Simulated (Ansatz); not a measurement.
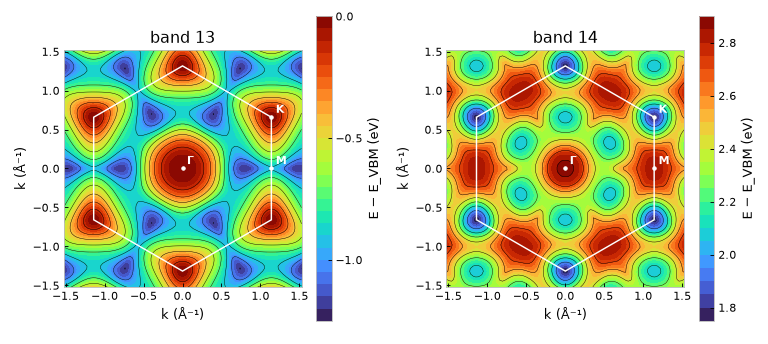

Two bands of a single layer of WS2 (space group of the slab cell P-6m2) over the plane of the sheet: the highest mostly filled and the lowest mostly empty one.

Theory: Ansatz, DFT PBE, scalar-relativistic, plane waves, PAW; levels and slopes on a dense k mesh at the converged density. No spin polarisation. Mesh 72×72×1, interpolated with the band slopes. The geometry was not relaxed. The cell comes from a database of computed structures, not from a measurement.

Give both levels and their distance at the named points.

```tsv
point	lower band (eV)	upper band (eV)	distance (eV)
Γ	0.00	2.89	2.89
K	−0.01	1.78	1.79
M	−0.92	2.84	3.75
```

Where are the band edges of the whole zone?

The valence band has one maximum at Γ, mass 2.61 mₑ in all directions; the conduction band has two equivalent minima at K, mass 0.29 mₑ in all directions. The gap is indirect, 1.78 eV at this level of theory (semilocal functionals give gaps that are too small, and can reorder valleys that lie close). It is nearly direct: the smallest vertical gap, at K, is only 1.79 eV, so the kind of gap isn't settled at this level. Another valley lies within 0.05 eV of an edge, so the kind of gap can change with the cell or the functional.

Spin-orbit coupling, left out here, can change the gap, its kind, the place of the band edges and the masses, since the compound holds W.
